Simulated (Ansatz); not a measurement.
**A series of single points on Ta**

System: Ta (Fmmm, 1 atom in the cell).
Method: DFT PBE, scalar-relativistic, plane waves, PAW, no spin polarisation (Ansatz 0.2.0).

The 6 runs differ only in the geometry, by a strain of the cell at fixed fractional positions. Against run 4, the strain is εxz = η. The structure derives from an entry of the Crystallography Open Database.

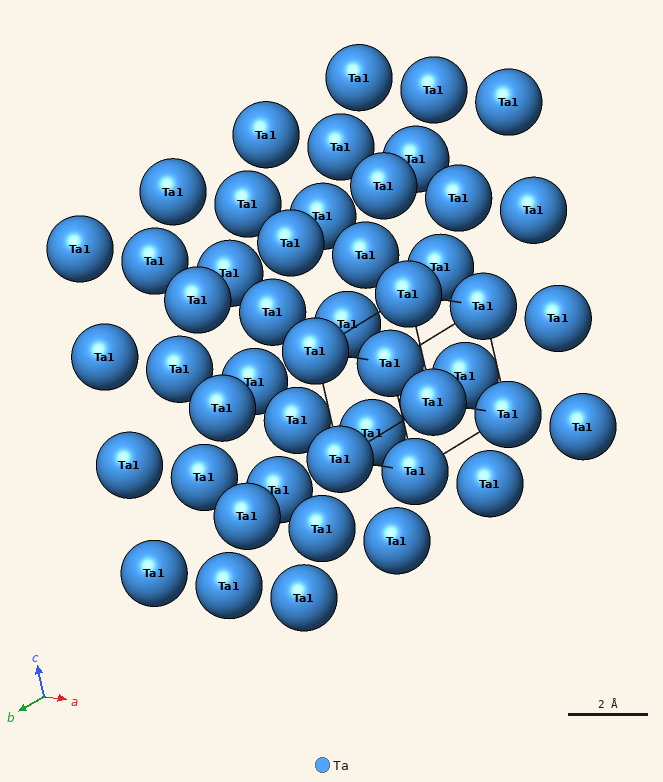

Figure 1. The structure of run 4 (spheres-only view of the cell of the calculation, repeated 2 × 3 × 3, seen at an oblique angle; atoms are numbered from 1 in the order of the input). An atom can appear more than once, as a periodic image.

## Input of run 4
```yaml
crystal:
  lattice:
    - [-1.6450877, 1.65128, 1.6450877]
    - [1.6574723, -1.65128, 1.6574723]
    - [1.6450877, 1.65128, -1.6450877]
  atoms:
    - { symbol: Ta, position: [0.0, 0.0, 0.0] }
basis:
  ecutwfc: 420
kpoints:
  mp_grid: { grid: [20, 20, 20] }
hamiltonian:
  xc: pbe
scf:
  occupations: { method: gaussian, width: 0.15 }
output:
  forces: true
  stress: true
  eigenvalues: true
```

Command:
```bash
ansatz run input.yaml --threads 1 --pin off --max-ram 2560MiB --backend cpu --events-out ev --progress --plain --runs-dir out
```

Run 3 differs from it as follows:
```diff
-    - [-1.6450877, 1.65128, 1.6450877]
-    - [1.6574723, -1.65128, 1.6574723]
-    - [1.6450877, 1.65128, -1.6450877]
+    - [-1.6471518, 1.65128, 1.6471518]
+    - [1.6554082, -1.65128, 1.6554082]
+    - [1.6471518, 1.65128, -1.6471518]
```

## Results, with one run withheld

| run | strain parameter η (%) | free energy per atom, from the lowest run given (meV) | pressure (GPa) |
| --- | --- | --- | --- |
| 1 | −1.3750 | 1.85 | 3.18 |
| 2 | −0.2500 | 0.00 | 3.14 |
| 3 | −0.1250 | ? | ? |
| 4 | 0.0000 | 0.24 | 3.14 |
| 5 | 0.3750 | 1.03 | 3.16 |
| 6 | 0.5000 | 1.41 | 3.17 |

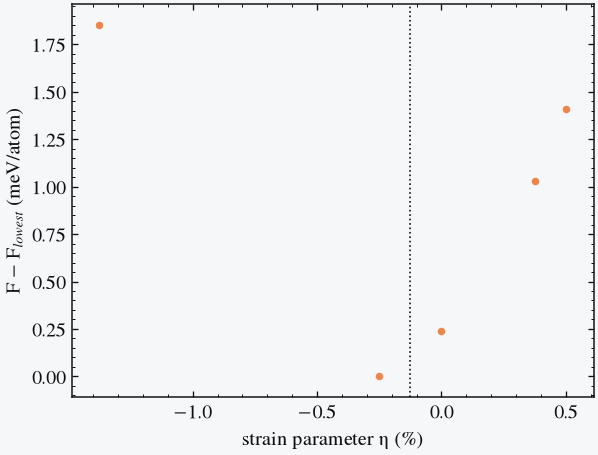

Figure 2. Free energy per atom of the runs given; the dotted line marks run 3.

Fit the runs given and predict run 3.

A cubic polynomial in the coordinate, fitted to the 5 runs given, misses them by under 0.01 meV per atom. With x = η + 0.1500, it reads F = 0.067987 + 0.86258 x + 1.8631 x² − 0.023305 x³ (meV per atom). At run 3 it gives 0.09 meV per atom, and the run itself gives 0.09. The fit has its minimum at η = −0.3805 %.

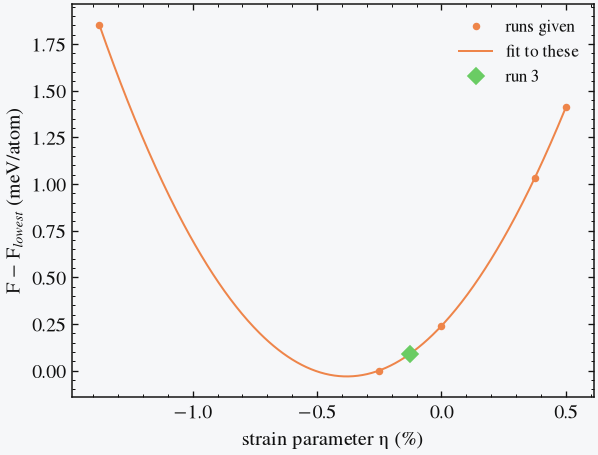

Figure 3. The fit and the withheld run.

## Output, shortened to warnings, some set-up lines, iterations and results (run 3)
```
Basis set: ecut = 420 eV, 369 PW (Γ), exchange–correlation on 40×40×40 points (8 copies of the dense FFT grid, shifted against one another)
Symmetry: 8 space group operations
k-points: 1166 of 8000
Initial density: superposition of atomic densities (neutral atoms: chi_scale 0, normalization atom), corrected by the library's trained network
[...]
SCF iter   1: F=—  HF=-9932.255746 eV  |F-HF|=—  |Δ(HF+E_count)|=         —  Δρ=2.13e-3  dr2=2.29e-4  ethr=1.77e-3  ⟨swp⟩=5.1  Hψ=70189  notcnv=0
SCF iter   2: F=—  HF=-9932.255682 eV  |F-HF|=—  |Δ(HF+E_count)|=   6.34e-5  Δρ=1.03e-3  dr2=5.90e-5  ethr=1.76e-6  ⟨swp⟩=2.2  Hψ=28472  notcnv=0
SCF iter   3: F=—  HF=-9932.255755 eV  |F-HF|=—  |Δ(HF+E_count)|=   7.30e-5  Δρ=1.62e-4  dr2=1.29e-6  ethr=4.54e-7  ⟨swp⟩=2.1  Hψ=17385  notcnv=0
SCF iter   4: F=—  HF=-9932.255755 eV  |F-HF|=—  |Δ(HF+E_count)|=   2.08e-7  Δρ=5.48e-5  dr2=1.49e-7  ethr=9.89e-9  ⟨swp⟩=2.4  Hψ=18506  notcnv=0
SCF iter   5: F=-9932.255755 eV  HF=-9932.255755 eV  |F-HF|=6.57e-9  |Δ(HF+E_count)|=   4.95e-8  Δρ=1.63e-5  dr2=1.32e-8  ethr=1.15e-9  ⟨swp⟩=1.0  Hψ=12761  notcnv=0
SCF iter   6: F=-9932.255755 eV  HF=-9932.255755 eV  |F-HF|=0.00e0  |Δ(HF+E_count)|=   4.97e-9  Δρ=5.75e-7  dr2=1.97e-11  ethr=1.01e-10  ⟨swp⟩=2.7  Hψ=43709  notcnv=0
SCF 1 converged in 6 iterations: F = -9932.255755 eV  dr2 = 1.97e-11
SCF converged after 6 iterations
Free energy (F): -9932.255755 eV
Harris-Foulkes:  -9932.255755 eV  (|F-HF|=0.00e0)
Internal energy: -9932.241406 eV  (E = F + TS)
E sigma→0 (E₀):  -9932.248580 eV
Entropy (-TS):   -0.014349 eV (-14.349 meV/atom)
Fermi energy:    18.633038 eV
--- Per-component energies (eV) ---
  E_band       = -103.300649
  E_kinetic    = 366.187560
  E_local      = -547.386864  (includes V_loc(G=0)·N_el)
  E_nonlocal   = 14.896221
  E_hartree    = 190.113317
  E_xc         = -218.547257
  E_vxc        = -204.165853  (∫ρ·V_xc dr)
  E_paw        = -8396.693710  (= ΣΔE_a)
  E_vpaw       = -113.058397  (= ΣTr[D̂ρ^β])
  E_aug_tail   = 0.000146  (compensation charges beyond the density's cutoff)
  E_ewald      = -1340.810818
  E_smearing   = -0.014349  (= −TS)
  E_closure    = 0.000000  (closes the sum)
  Σ components = -9932.255755   (vs F -9932.255755, Δ=0.00e0)
--- Forces (eV/Å), atoms counted from 1 ---
  atom   1  Ta    -0.00000000     0.00000000     0.00000000
  max |Σ_I F_I| component: 3.37e-33 eV/Å
--- Stress (GPa, compression-positive) ---
        3.136060       0.000000      -0.412612
        0.000000       3.142029      -0.000000
       -0.412612      -0.000000       3.136060
  P = ⅓ Tr σ = 3.1380 GPa (31.380 kbar)
```

Notes: Spin–orbit coupling is left out, which matters for Ta.
